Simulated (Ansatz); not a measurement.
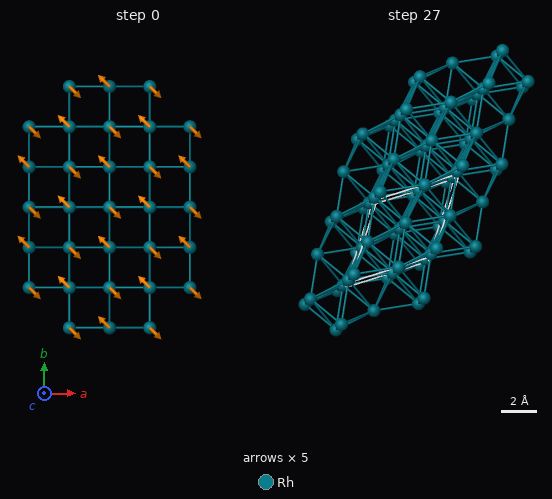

The structure of a crystal of Rh (a generated structure, set up in I4_1/amd) before (left) and after (right) a relaxation, at one scale. The orange arrows give the displacements (the part carried along by the change of the cell is left out), magnified 5 times.

A ball-and-stick model of the conventional cell (2 times the calculation's cell), repeated 1 × 2 × 1 with one cell outlined, seen along the c axis. Lengths and directions refer to the drawn axes.

Phase: beta-Sn type.

Level of theory: Ansatz 0.2.0, DFT, r2SCAN, plane waves (500 eV) with PAW, scalar-relativistic.

The input:
```yaml
crystal:
  lattice:
    - [-2.3646850272, 2.3646850272, 1.2911180249]
    - [2.3646850272, -2.3646850272, 1.2911180249]
    - [2.3646850272, 2.3646850272, -1.2911180249]
  atoms:
    - { symbol: Rh, position: [0.0, 0.0, 0.0] }
    - { symbol: Rh, position: [0.75, 0.25, 0.5] }
hamiltonian:
  xc: r2scan
  pseudopotentials:
    kind: paw
    azcp:
      Rh: "pseudopotentials/Rh.paw.azcp"
basis:
  ecutwfc: 500
  fft_grid_basis: typed
kpoints:
  mp_grid: { grid: [14, 14, 9], shift: [0, 0, 0] }
magnetization:
  spin_polarized: false
scf:
  occupations: { method: fermi_dirac, width: 0.1 }
relax:
  max_steps: 60
  f_tol: 0.01
  cell: {}
output:
  write_density: true
  write_potential: true
  elf: true
  volumetric_format: npy
```

Launched with:
```bash
ansatz run input.yaml --threads 1 --pin off --max-ram 3584MiB --backend cpu --events-out ev --progress --plain --runs-dir out
```

Describe what moved and what it gained.

Answer. The largest moves relative to the cell, 0.20 Å, are those of Rh1 and Rh2. Rh2 goes along [1 −1 0]. The volume changes by −4.5 %, with a = b 4.729 → 5.126 Å (+8.4 %), c 2.582 → 2.704 Å (+4.7 %), α 90.0° → 74.7°, β 90.0° → 74.7°, γ 90.0° → 54.4°. Near-neighbour distances that change, for instance: Rh1–Rh1 3.585 → 2.704 Å, Rh1–Rh2 3.057 → 2.679 Å, Rh1–Rh2 (another image) 2.451 → 2.679 Å, Rh1–Rh1 (another image) 2.582 → 2.704 Å. New bonds form: Rh1–Rh1 (3.58 → 2.70 Å), Rh2–Rh2 (3.58 → 2.70 Å). Among the angles between lasting bonds that change: Rh2–Rh1–Rh2 94.0° → 146.1°, Rh2–Rh1–Rh2 94.0° → 60.6°, Rh1–Rh1–Rh2 105.3° → 90.0°. The space group (tolerance 0.01 Å) goes from I4_1/amd (No. 141) to P6_3/mmc (No. 194). The energy falls by 547 meV per atom in 24 accepted moves (27 points after the start). Largest force component: 0.00062 eV/Å at the start, under 0.0001 eV/Å at the end. Pressure: 13.45 GPa at the start and 0.01 GPa at the end. The line search rejected the trial step at point 19 of the run. The SCF was repeated twice at an unchanged geometry on a basis and grid sized afresh for the cell, which shifted the energy by 46.8 meV per atom at most.
